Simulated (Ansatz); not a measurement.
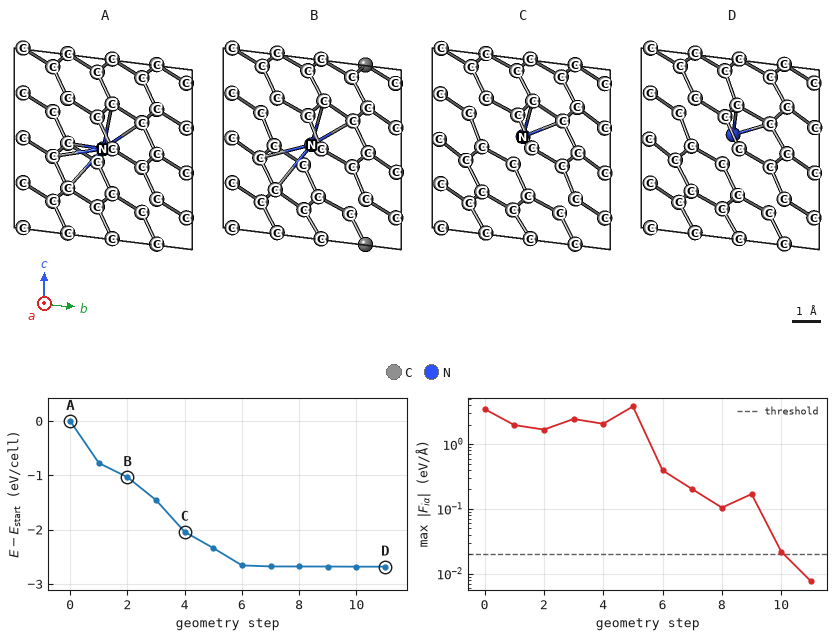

Frames of a relaxation of a defect cell of composition C32N, marked on the history of the run. The picture is a ball-and-stick view of the cell of the calculation (origin shifted), seen along the a axis.

Case: N interstitial, charge +0, atoms relaxed.

The calculation used DFT PBE+D3(BJ), scalar-relativistic, plane waves, PAW (Ansatz 0.2.0).

The input:
```yaml
crystal:
  lattice:
    - [5.6709571555, 0.0, -3.4026574436]
    - [-2.867743478, -4.9298468454, -3.3594911955]
    - [-2.867743478, 4.9298468454, -3.3594911955]
  atoms:
    - { symbol: C, position: [0.4166287368, 0.0416286019, 0.5416286019] }
    - { symbol: C, position: [0.6666287368, 0.7916286019, 0.5416286019] }
    - { symbol: C, position: [0.9166287368, 0.5416286019, 0.5416286019] }
    - { symbol: C, position: [0.4166287368, 0.2916286019, 0.2916286019] }
    - { symbol: C, position: [0.1666287368, 0.2916286019, 0.5416286019] }
    - { symbol: C, position: [0.6666287368, 0.0416286019, 0.2916286019] }
    - { symbol: C, position: [0.9166287368, 0.7916286019, 0.2916286019] }
    - { symbol: C, position: [0.4166287368, 0.5416286019, 0.0416286019] }
    - { symbol: C, position: [0.1666287368, 0.5416286019, 0.2916286019] }
    - { symbol: C, position: [0.6666287368, 0.2916286019, 0.0416286019] }
    - { symbol: C, position: [0.9166287368, 0.0416286019, 0.0416286019] }
    - { symbol: C, position: [0.4166287368, 0.7916286019, 0.7916286019] }
    - { symbol: C, position: [0.1666287368, 0.7916286019, 0.0416286019] }
    - { symbol: C, position: [0.6666287368, 0.5416286019, 0.7916286019] }
    - { symbol: C, position: [0.9166287368, 0.2916286019, 0.7916286019] }
    - { symbol: C, position: [0.1666287368, 0.0416286019, 0.7916286019] }
    - { symbol: C, position: [0.5833712632, 0.9583713981, 0.4583713981] }
    - { symbol: C, position: [0.8333712632, 0.7083713981, 0.4583713981] }
    - { symbol: C, position: [0.0833712632, 0.4583713981, 0.4583713981] }
    - { symbol: C, position: [0.5833712632, 0.2083713981, 0.2083713981] }
    - { symbol: C, position: [0.3333712632, 0.2083713981, 0.4583713981] }
    - { symbol: C, position: [0.8333712632, 0.9583713981, 0.2083713981] }
    - { symbol: C, position: [0.0833712632, 0.7083713981, 0.2083713981] }
    - { symbol: C, position: [0.5833712632, 0.4583713981, 0.9583713981] }
    - { symbol: C, position: [0.3333712632, 0.4583713981, 0.2083713981] }
    - { symbol: C, position: [0.8333712632, 0.2083713981, 0.9583713981] }
    - { symbol: C, position: [0.0833712632, 0.9583713981, 0.9583713981] }
    - { symbol: C, position: [0.5833712632, 0.7083713981, 0.7083713981] }
    - { symbol: C, position: [0.3333712632, 0.7083713981, 0.9583713981] }
    - { symbol: C, position: [0.8333712632, 0.4583713981, 0.7083713981] }
    - { symbol: C, position: [0.0833712632, 0.2083713981, 0.7083713981] }
    - { symbol: C, position: [0.3333712632, 0.9583713981, 0.7083713981] }
    - { symbol: "N", position: [0.9320279357, 0.7410777261, 0.7856038395], spin: 1.0 }
basis:
  ecutwfc: 420
  xc_grid: 2
kpoints:
  mp_grid: { grid: [2, 2, 2], shift: [0.5, 0.5, 0.5] }
hamiltonian:
  xc: pbe
  dispersion: d3bj
scf:
  occupations: { method: gaussian, width: 0.02 }
output:
  forces: true
  stress: false
  eigenvalues: true
  populations: true
  write_density: true
  write_potential: true
  elf: true
  volumetric_format: npy
magnetization:
  spin_polarized: true
relax:
  adjacent_minimum: "off"
  f_tol: 0.02
  max_steps: 60
```

Launched with:
```bash
ansatz run input.yaml --threads 4 --pin off --max-ram 8192MiB --backend cpu --events-out ev --progress --plain --runs-dir out
```

**Describe the path.**

The energy falls by 2.681 eV per cell of the calculation in 11 geometry steps. Largest force component: 3.5 eV/Å at the start, 0.0076 eV/Å at the end. N33 moves most: 0.63 Å roughly along [2 1 3]. By element the largest moves are N 0.63 Å, C 0.24 Å. The lattice vectors keep their values. Among the contacts that change: C13–N33 2.138 → 1.451 Å, C3–N33 1.957 → 2.591 Å, C30–N33 1.907 → 2.466 Å, C14–N33 2.083 → 2.589 Å. Among the angles between lasting bonds that change: C13–C27–N33 80.2° → 58.6°, C16–C27–N33 92.0° → 108.2°, C11–C27–N33 97.7° → 109.7°. From step 0 to 2: N33 moves most (0.29 Å), energy −1.034 eV per cell of the calculation. From step 2 to 4: N33 moves most (0.40 Å), energy −1.007 eV per cell of the calculation. From step 4 to 11: C13 moves most (0.27 Å), energy −0.640 eV per cell of the calculation.

Limits of the set-up: the periodic images lie only 6.6 Å apart, so the values are limited by the cell's size.
